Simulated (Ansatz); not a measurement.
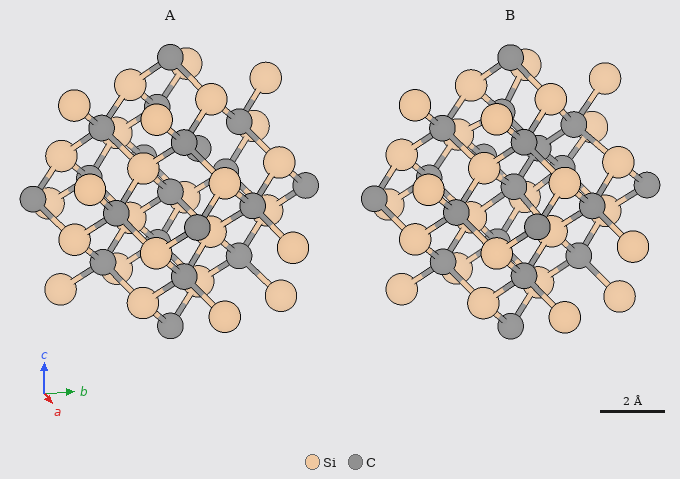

Two geometries of a defect cell of composition Si₃₁C₃₃ (cell charge +1), drawn at one scale. One is the start of a relaxation, the other its converged end. A ball-and-stick model of the atoms within 5.0 Å of the atom that moves most (axes of the cell of the calculation (origin shifted)), seen slightly off an axis.

Computed with DFT, PBEsol, PAW, plane waves (Ansatz 0.2.0). (plane-wave cutoff 420 eV; k-point mesh 1 × 1 × 1; mesh shifted by (0.25, 0.25, 0.25); collinear spin; atoms relaxed in a fixed cell; force threshold 0.03 eV/Å; at most 80 steps)

Which of the two is the end point?

Answer. Structure B is the relaxed one. The atoms of the start lie slightly off their symmetric places, so part of the fall in energy undoes that. After 5 geometry steps the energy has fallen by 2.271 eV per cell of the calculation. The largest force component goes from 2.3 to 0.0088 eV/Å. The largest move is that of a C atom, 0.23 Å along [−1 1 1]. By element the largest moves are C 0.23 Å, Si 0.09 Å. The cell stays as it was. Among the contacts that change: C–C 1.890 → 1.653 Å, C–C 1.895 → 1.677 Å, C–C 1.859 → 1.665 Å, C–Si 1.822 → 1.930 Å. Bond angles that change, for instance: C–Si–C 108.1° → 114.8°, Si–C–Si 110.6° → 104.3°, Si–C–Si 109.9° → 103.9°.

Limits of the set-up: the cell is charged, on a uniform background, and energies carry no finite-size correction.
